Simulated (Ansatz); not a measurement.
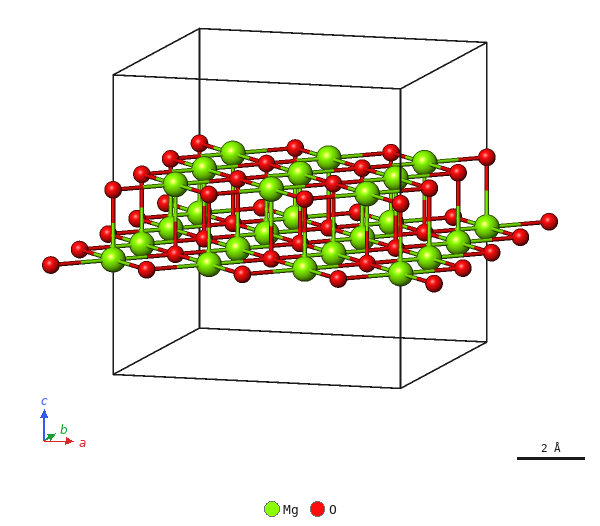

Fig. 1: The structure as given in the input (ball-and-stick view of the 3 × 3 repeat of the cell, with the vacuum cut short, seen slightly off an axis; bonded neighbours outside the cell are drawn too).

# Single-point calculation, with input and output: MgO

- system: MgO (slab, 4 atoms in the cell)
- method: DFT, PBE, all-electron LAPW, scalar-relativistic, no spin polarisation (Ansatz 0.2.0)

Figures and captions count atoms from 1; the log counts them from 0 in places.

**The input**
```yaml
crystal:
  lattice:
    - [3.0079491106, 0.0, 0.0]
    - [0.0, 3.0079491106, 0.0]
    - [0.0, 0.0, 18.1269]
  atoms:
    - { symbol: Mg, position: [0.0, 0.0, 0.4413319097] }
    - { symbol: O, position: [0.5, 0.5, 0.4413319097] }
    - { symbol: Mg, position: [0.5, 0.5, 0.5586680903] }
    - { symbol: O, position: [0.0, 0.0, 0.5586680903] }
kpoints:
  mp_grid: { grid: [10, 10, 1] }
scf:
  occupations: { method: fermi_dirac, width: 0.02 }
hamiltonian:
  xc: pbe
  pseudopotentials: { kind: all_electron, lapw: { basis_error: 0.001 } }
output:
  forces: true
  stress: true
  eigenvalues: true
  populations: true
  dos: { projected: true, de: 0.2, e_range: [-14, 8] }
efield:
  axis: 3
  amplitude: 0
  dipole_correction: true
```

Run on 1 thread of Intel Xeon @ 2.50GHz (Skylake/Cascade Lake), 32 GiB of memory available, shared host.

Run as:
```bash
ansatz run input.yaml --threads 1 --pin off --max-ram 3584MiB --backend cpu --events-out ev --progress --plain --runs-dir out
```

**Output**
```
Mg: projections on atomic orbitals take those of the free atom 1s2 2s2 2p6 3s2, of charge +0.00 (hamiltonian.pseudopotentials.projection_atoms)
O: projections on atomic orbitals take those of the free atom 1s2 2s2 2p4, of charge +0.00 (hamiltonian.pseudopotentials.projection_atoms)
LAPW: plane waves up to 8.967 Å⁻¹, error target 1.0e-3 eV per atom; small_component_spin mean_spin; O in spheres of 1.046 Å, 8 of its electrons in bands, Dirac shells []; Mg in spheres of 1.081 Å, 10 of its electrons in bands, Dirac shells [] (how accurate: hamiltonian.pseudopotentials.lapw.basis_error, Limitations)
Engine: ansatz 0.2.0, x86_64-unknown-linux-gnu
Pseudopotentials: kind: all_electron
Pseudopotential: Mg, LAPW, valence charge 10, lapw/all_electron/scalar/gaussian/Mg, Koelling and Harmon's equation, gaussian nucleus
Pseudopotential: O, LAPW, valence charge 8, lapw/all_electron/scalar/gaussian/O, Koelling and Harmon's equation, gaussian nucleus
Functional definition: PBE
  parameter kappa = 0.804
  parameter beta = 0.06672455060314922
  exchange = pbe_x(kappa = kappa, mu = beta*pi^2/3)
  correlation = pbe_c(beta = beta)
Crystal: 4 atoms, lattice volume = 164.008 Å³
Basis set: ecut = 306.36570290487145 eV, 2031 PW (Γ), exchange–correlation at level 2
Bands: 22, of which v1, the nominal top of the filled ones, is band 18 counted from 1 (17 counted from 0)
Symmetry: 8 space group operations
k-points: 21 of 100
Non-local potential: Mg, projectors of the file, none
Non-local potential: O, projectors of the file, none
Initial density: superposition of atomic densities (neutral atoms: chi_scale 0, normalization atom)
Initial wavefunctions: plane waves of lowest kinetic energy (no species holds an atomic orbital)
Functional: x = pbe(κ = 0.804, μ = 0.2195149727645171), c = pbe(β = 0.06672455060314922)
iter 1 solved again at ethr=2.20e-2 eV; its pass at ethr=1.00e-1 eV (dr2=7.93e0 eV) is discarded
SCF iter   1: F=—  HF=-15009.016266 eV  |F-HF|=—  |Δ(HF+E_count)|=         —  Δρ=5.51e-2  dr2=7.91e0  ethr=2.20e-2  p=0.000 e·Å  D=2.62e-14 V/Å  ΔV_dip=-0.00 eV  dr2_dipole=1.19e-12  V_vac-E_F(+/−)=8.99/8.99 eV  ⟨swp⟩=2.0  Hψ=3109  notcnv=0
efield: sawtooth ramp at fractional position 0.9500 (placed from the atoms, in the widest stretch of the axis that holds none; the zero of the levels goes with the place), width 0.1000; the density the first Hamiltonian is built on has a dipole p = -0.000 e·Å; the dipole correction subtracts the counter field D = -2.22e-15 V/Å, which shifts the + side's vacuum level by +0.00 eV against the − side's; the planar-averaged density in the ramp window peaks in size at 2.4e-6 e/Å³
preconditioner: auto → Resta (q_TF=auto, 2.119 Å⁻¹)  ε∞=1.5  [insulator: Δε(μ)=6.755 eV  Ē_g=15.726 eV  σ=0.020 eV  W_gap=1.00  n_scr=24 (ndim 8)  ℏωp=11.6 eV  f_vac=0.652  D(μ)=0.00/eV (n_scr^D=0)  ε∞_Penn≈1.5  vacuum switching on, ρ_ref=1.8e-2 e/Å³]
iter 2 solved again at ethr=3.95e-4 eV; its pass at ethr=2.20e-2 eV (dr2=1.42e-1 eV) is discarded
SCF iter   2: F=—  HF=-15005.114968 eV  |F-HF|=—  |Δ(HF+E_count)|=    3.90e0  Δρ=1.28e-2  dr2=1.42e-1  ethr=3.95e-4  p=-0.000 e·Å  D=-5.60e-7 V/Å  ΔV_dip=0.00 eV  dr2_dipole=4.44e-12  V_vac-E_F(+/−)=3.85/3.85 eV  ⟨swp⟩=3.6  Hψ=2692  notcnv=0  defer=1
SCF iter   3: F=—  HF=-15004.365720 eV  |F-HF|=—  |Δ(HF+E_count)|=   7.49e-1  Δρ=1.11e-2  dr2=4.03e-1  ethr=3.95e-4  p=0.000 e·Å  D=2.78e-7 V/Å  ΔV_dip=-0.00 eV  dr2_dipole=1.57e-12  V_vac-E_F(+/−)=4.69/4.69 eV  ⟨swp⟩=4.0  Hψ=1683  notcnv=0
SCF iter   4: F=—  HF=-15004.326358 eV  |F-HF|=—  |Δ(HF+E_count)|=         —  Δρ=3.17e-3  dr2=4.83e-2  ethr=3.95e-4  p=-0.000 e·Å  D=-2.68e-6 V/Å  ΔV_dip=0.00 eV  dr2_dipole=1.70e-11  V_vac-E_F(+/−)=3.00/3.00 eV  ⟨swp⟩=4.2  Hψ=1724  notcnv=0  defer=2
the basis was enlarged: its passes take 935.9 KiB over the memory plan, 1 of 1 planned eigensolver slots
SCF iter   5: F=—  HF=-15004.307042 eV  |F-HF|=—  |Δ(HF+E_count)|=   1.93e-2  Δρ=9.03e-4  dr2=1.35e-3  ethr=1.34e-4  p=0.000 e·Å  D=3.36e-7 V/Å  ΔV_dip=-0.00 eV  dr2_dipole=8.08e-14  V_vac-E_F(+/−)=3.38/3.38 eV  ⟨swp⟩=3.7  Hψ=1637  notcnv=0
SCF iter   6: F=—  HF=-15004.305801 eV  |F-HF|=—  |Δ(HF+E_count)|=   1.24e-3  Δρ=2.88e-4  dr2=1.93e-4  ethr=3.76e-6  p=-0.000 e·Å  D=-8.04e-8 V/Å  ΔV_dip=0.00 eV  dr2_dipole=6.31e-13  V_vac-E_F(+/−)=3.39/3.39 eV  ⟨swp⟩=3.0  Hψ=1518  notcnv=0
SCF iter   7: F=—  HF=-15004.305683 eV  |F-HF|=—  |Δ(HF+E_count)|=   1.18e-4  Δρ=2.83e-5  dr2=5.35e-6  ethr=5.35e-7  p=-0.000 e·Å  D=-5.12e-7 V/Å  ΔV_dip=0.00 eV  dr2_dipole=7.90e-12  V_vac-E_F(+/−)=3.42/3.42 eV  ⟨swp⟩=3.0  Hψ=1463  notcnv=0
SCF iter   8: F=—  HF=-15004.305677 eV  |F-HF|=—  |Δ(HF+E_count)|=   5.80e-6  Δρ=6.35e-6  dr2=2.18e-7  ethr=1.49e-8  p=0.000 e·Å  D=1.10e-6 V/Å  ΔV_dip=-0.00 eV  dr2_dipole=2.79e-11  V_vac-E_F(+/−)=3.41/3.41 eV  ⟨swp⟩=3.0  Hψ=1461  notcnv=0
SCF iter   9: F=-15004.305677 eV  HF=-15004.305677 eV  |F-HF|=2.75e-8  |Δ(HF+E_count)|=   3.55e-8  Δρ=2.33e-6  dr2=1.47e-8  ethr=6.06e-10  p=-0.000 e·Å  D=-1.29e-6 V/Å  ΔV_dip=0.00 eV  dr2_dipole=3.42e-11  V_vac-E_F(+/−)=3.41/3.41 eV  ⟨swp⟩=3.0  Hψ=1450  notcnv=0
SCF 1 converged in 9 iterations: F = -15004.305677 eV  dr2 = 1.47e-8
```

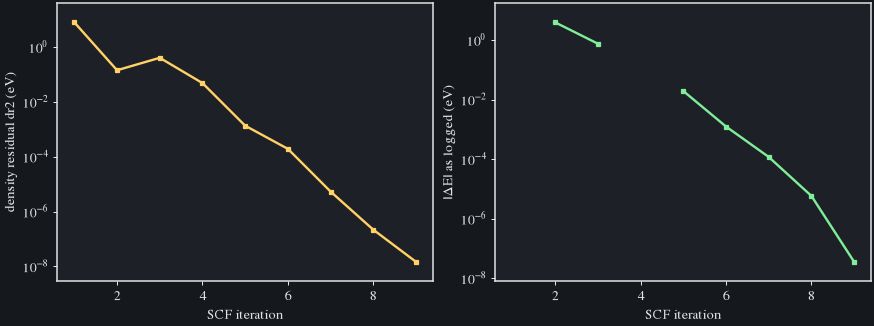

Fig. 2: Convergence of the self-consistent field: density residual dr2 and size of the energy change against the SCF iteration. The residual comes down, with one marked jump up, by a factor of about 3, at step 3.

```
SCF converged after 9 iterations
Free energy (F): -15004.305677 eV
Harris-Foulkes:  -15004.305677 eV  (|F-HF|=2.75e-8)
Internal energy: -15004.305677 eV  (E = F + TS)
E sigma→0 (E₀):  -15004.305677 eV
Fermi energy:    -0.484573 eV
Dipole field:    D = -0.000001 V/Å  (p = -0.000001 e·Å, saw-weighted, corrected)
Work function:   Φ+ = 3.4136 eV   Φ− = 3.4136 eV
Levels:          The Fermi level and band energies are counted from a zero that moves with the ramp; work functions are not
--- Per-component energies (eV) ---
  E_band       = -2930.347292
  E_kinetic    = 15004.648173
  E_xc         = -1364.424840
  E_efield     = 0.000000  (sawtooth field / dipole correction)
  E_electrostatic = -28644.529010  (all electrons and nuclei)
  E_smearing   = -0.000000  (= −TS)
  E_closure    = 0.000000  (closes the sum)
  E_atoms      = -14981.585866  (free atoms, spherical and without spin; not in F)
  Σ components = -15004.305677   (vs F -15004.305677, Δ=0.00e0)
  Basis errors (estimates in eV, not in F): energy 4.3e-4 per atom: plane waves 4.0e-4 (2.4e-4 summed), levels above the bands 2.7e-105, relativity 1.2e-7, radial functions 3.8e-5, core shells 2.8e-11; eigenvalues (radial functions only) 1.9e-6; not estimated: angular momenta, meshes, grids; target (lapw.basis_error) 1.0e-3; muffin-tin radii O 1.046 Å, Mg 1.081 Å
--- Forces (eV/Å), atoms counted from 1 ---
  atom   1  Mg     0.00000000     0.00000000     0.43545432
  atom   2  O     -0.00000000    -0.00000000    -0.44023191
  atom   3  Mg    -0.00000000    -0.00000000    -0.43538702
  atom   4  O      0.00000000     0.00000000     0.44020563
  max |Σ_I F_I| component: 4.10e-5 eV/Å
--- Stress (GPa, compression-positive) ---
       -3.633159       0.000000      -0.000000
        0.000000      -3.633159       0.000000
       -0.000000       0.000000       0.011249
  P = ⅓ Tr σ = -2.4184 GPa (-24.184 kbar)
--- Band table (eV; the first three rows and the last of 21) ---
  k-point 0: bands = ["-505.1448", "-505.1441", "-74.7976", "-74.7929", "-41.6365", "-41.6050", "-41.5112", "-41.5112", "-41.4989", "-41.4989", "-18.3507", "-17.5708", "-4.6064", "-3.0079", "-2.7018", "-2.7018", "-2.0282", "-2.0282", "1.0261", "1.9785", "2.9672", "3.8863"]
  k-point 1: bands = ["-505.1448", "-505.1441", "-74.7973", "-74.7928", "-41.6356", "-41.6057", "-41.5144", "-41.5105", "-41.5027", "-41.4987", "-18.2914", "-17.5425", "-4.5517", "-3.4125", "-2.6795", "-2.5520", "-2.4210", "-2.0373", "1.3348", "2.0909", "3.1559", "4.0349"]
  k-point 2: bands = ["-505.1448", "-505.1441", "-74.7964", "-74.7925", "-41.6330", "-41.6078", "-41.5225", "-41.5128", "-41.5084", "-41.4985", "-18.1267", "-17.4724", "-4.4699", "-4.1538", "-3.1482", "-2.6158", "-2.4187", "-2.0661", "2.0165", "2.4202", "3.6965", "4.4669"]
  k-point 20: bands = ["-505.1448", "-505.1441", "-74.7905", "-74.7905", "-41.6144", "-41.6143", "-41.5456", "-41.5456", "-41.5268", "-41.5268", "-17.1897", "-17.1894", "-5.1110", "-5.1110", "-3.7605", "-3.7605", "-2.6306", "-2.6303", "6.2635", "6.2636", "7.8912", "7.8912"]
--- Löwdin populations: 4 sites ---
  site symbol       q [e]
     0     Mg     10.4609
     1      O      9.3660
     2     Mg     10.4609
     3      O      9.3659
  spilling = 0.008655 (of n_electrons = 40.000000)
```

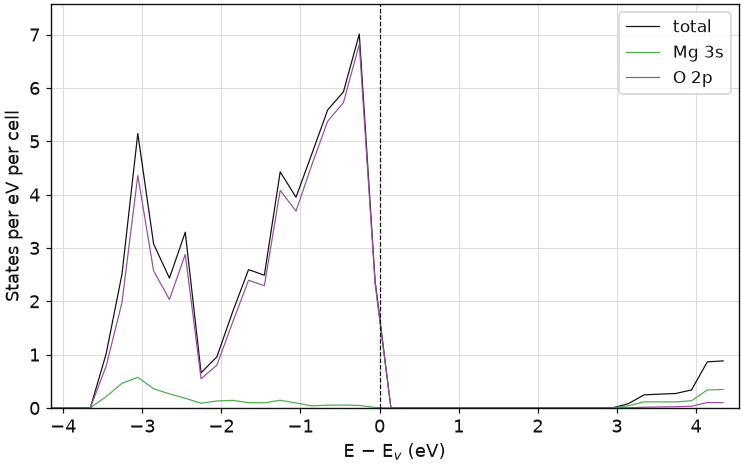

Fig. 3: Density of states (projected on atomic shells), with energies from the valence-band top. There is a gap of 3.05 eV on the k-point mesh.

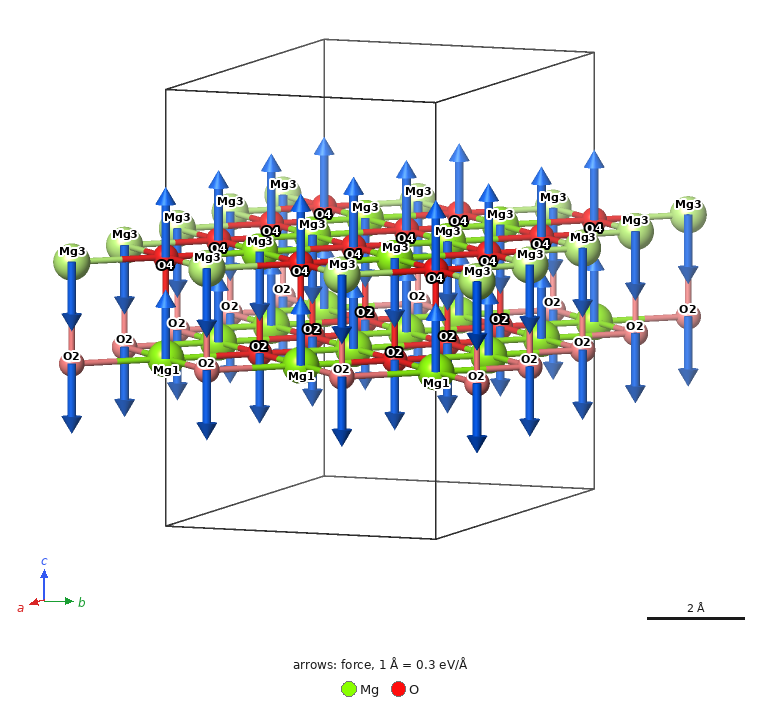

Fig. 4: Forces on the atoms as blue arrows (ball-and-stick view of the 3 × 2 repeat of the cell, with the vacuum cut short, seen slightly off an axis; neighbours outside the cell are drawn fainter; atoms are numbered from 1 in the order of the input). The largest act on O2, O4 (0.44 eV/Å); Mg1, Mg3 (0.44 eV/Å). The geometry is not a stationary point of this energy.

**Summary**

```csv
quantity,value
outcome,converged
electrons in bands (core shells apart),36
free energy,−15004.3057 eV
Fermi energy,−0.485 eV
gap on the k-point mesh,3.05 eV
largest force (length of the vector),0.440 eV/Å
wall time,48 s
peak memory,0.48 GiB
```
